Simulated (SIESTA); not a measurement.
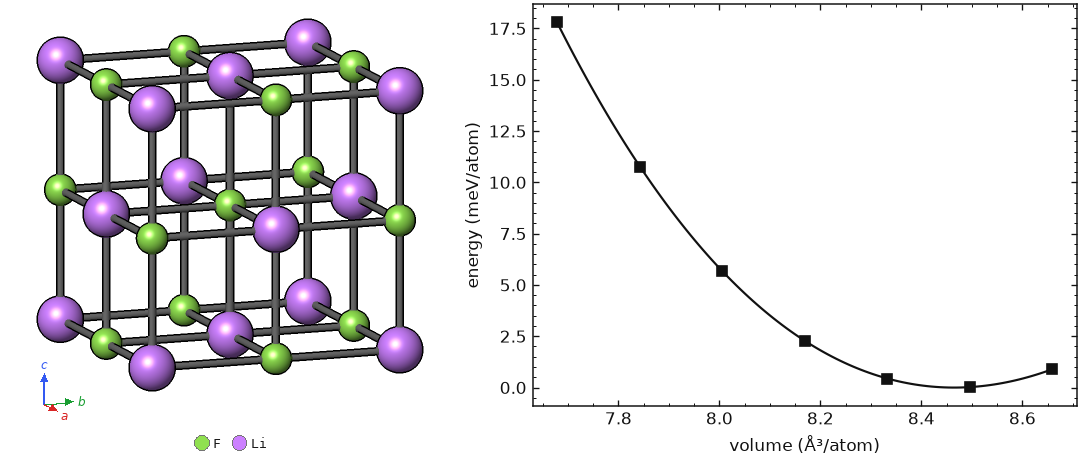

The plot gives the computed energy against volume for LiF, space group Fm-3m (No. 225). The conventional cell is drawn beside the plot.

The given structure:
```
F Li
1.0
     0.00000    2.01400    2.01400
     2.01400    0.00000    2.01400
     2.01400    2.01400    0.00000
F Li
1 1
Direct
  0.50000 0.50000 0.50000
  0.00000 0.00000 0.00000
```

Calculation (SIESTA 5.4.2): DFT in numerical atomic orbitals with pseudopotentials, no spin polarisation; energies at scaled volumes of the given cell, shape and fractions fixed, counted from the fit's minimum, third-order Birch-Murnaghan fit. Level: PBE.

- k mesh: 11×11×11
- occupations: Fermi–Dirac
- smearing width: 0.05 eV
- potentials: PseudoDojo 0.4 standard, converted to PSML, two zetas on semicore shells
- program settings: basis DZP, mesh cutoff 800 Ry

From this curve and the settings, what does the calculation give for the pressure at the same points?

The pressure falls from 7.96 GPa at volume 7.6790 Å³/atom to −1.54 GPa at 8.6593 Å³/atom, and changes sign near 8.48 Å³/atom.

```csv
volume (Å³/atom),pressure (GPa)
7.6790,7.96
7.8424,5.89
8.0058,4.13
8.1692,2.61
8.3326,1.14
8.4959,-0.13
8.6593,-1.54
```

Limits of the calculation: mulliken charges of long orbitals.
